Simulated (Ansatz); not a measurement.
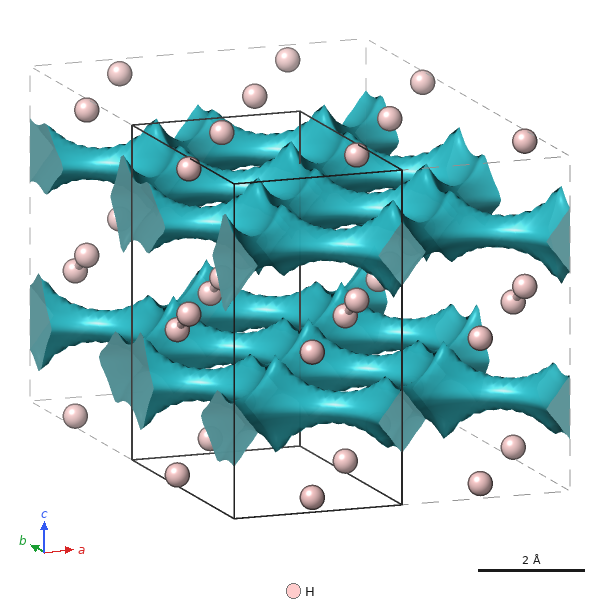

The teal surface encloses the points that the centre of a probe sphere of radius 1.55 Å can occupy in H (Cmcm, No. 63), computed on a grid of about 0.14 Å (2×2×1 cells shown, view slightly off an axis; pale faces close the region where the box cuts it).

Hard-sphere model; covalent radii (Cordero): H 0.31 Å.

Source of the atomic positions: the geometry relaxed at fixed volume with DFT PBE, scalar-relativistic, plane waves, PAW in Ansatz.

```
CELL_PARAMETERS angstrom
3.39975 0.00000 0.00000
0.00000 5.45990 0.00000
0.00000 0.00000 6.49523
ATOMIC_POSITIONS crystal
H 0.50000 0.94364 0.96697
H 0.50000 0.05636 0.03303
H 0.50000 0.05636 0.46697
H 0.50000 0.94364 0.53303
H 0.00000 0.44364 0.96697
H 0.00000 0.55636 0.03303
H 0.00000 0.55636 0.46697
H 0.00000 0.44364 0.53303
```

Question: Describe the connectivity of the accessible space.

Answer: Where they connect, they form a two-dimensional network in layers parallel to (001).

Question: What share of the cell can the probe's centre reach?

Answer: About 9.2 % of the volume (11 Å³ of 120.6 Å³).

Question: Give the largest included and the largest free sphere.

Answer: The largest sphere that fits anywhere has a diameter of 4.10 Å; the largest that can travel through the crystal, about 3.7 Å.

Question: How does the connectivity change as the probe shrinks?

Answer: Below a radius of about 1.83 Å the space forms a two-dimensional network in layers parallel to (001). Below a radius of about 1.43 Å the space forms a three-dimensional network. These are grid estimates, good to about 0.05 Å.
